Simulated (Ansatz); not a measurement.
## Electronic structure of TiAl2 (slab) in real space

```
CELL_PARAMETERS angstrom
3.90067 0.00000 0.00000
0.00000 3.97242 0.00000
0.00000 0.00000 25.16970
ATOMIC_POSITIONS crystal
Al 0.50000 0.00000 0.29798
Al 0.00000 0.50000 0.29798
Ti 0.00000 0.00000 0.37278
Al 0.50000 0.50000 0.38077
Al 0.00000 0.50000 0.45461
Ti 0.50000 0.00000 0.46260
Al 0.00000 0.00000 0.53740
Al 0.50000 0.50000 0.53740
Ti 0.50000 0.00000 0.61221
Al 0.00000 0.50000 0.62020
Al 0.50000 0.50000 0.69403
Ti 0.00000 0.00000 0.70202
```

Not relaxed (largest force 0.8 eV/Å); computed without spin polarisation.

Method: DFT PBEsol, scalar-relativistic, plane waves, PAW (Ansatz).

In a PAW calculation such maps are meaningful between the atoms, not at the nuclei.

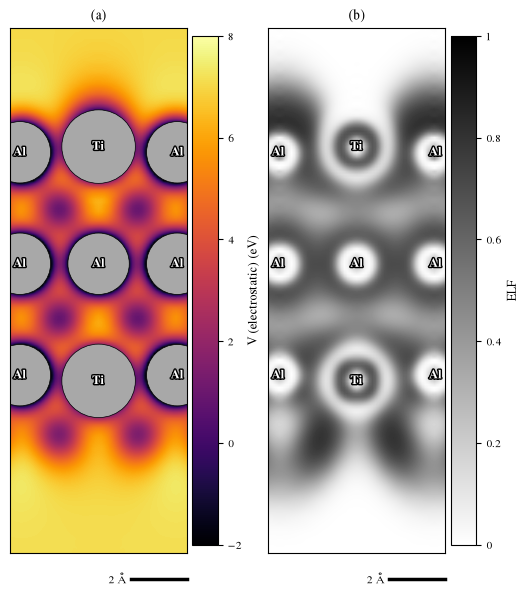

Figure 1. (a) electrostatic potential (local pseudopotential plus Hartree) felt by an electron; (b) ELF on the (110) plane of the calculation cell, a cut from vacuum to vacuum. Grey discs cover the atomic cores in the potential map.

What do the fields say about this system?

Answer. The section cuts through Ti and Al sites. Al–Al (2.78 Å): the ELF peaks at about 0.70 between the atoms. Ti–Al (2.79 Å): the ELF is about 0.35 at the midpoint. The features right at Ti lie inside the PAW spheres, where the map follows smoothed inner orbitals and isn't to be read closely. Outside the cores the potential energy rises away from the atoms and is highest in the vacuum; its zero is arbitrary.

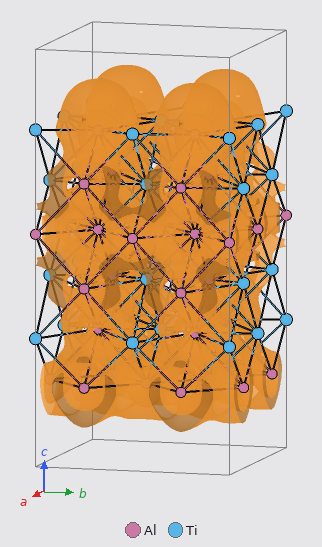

Figure 2. Isosurface of the electron localisation function at 0.6 (orange), seen slightly off an axis. Only the valence region is drawn (cores and ρ < 0.01 e/Å³ removed). Sticks mark near contacts.

Describe the localisation domains.

Answer. The surface consists of sheets that run through the cell in two directions, counted in one cell of 12 atoms. Counts are for one cell; the picture repeats the cell along the surface. Profiles from the grid: Al–Al (2.69 Å): the ELF peaks at about 0.70 between the atoms. Ti–Al (2.71 Å): the ELF is about 0.40 at the midpoint.

Metal or insulator at this level of theory?

Answer. It is gapless in this calculation (a metal or semimetal).
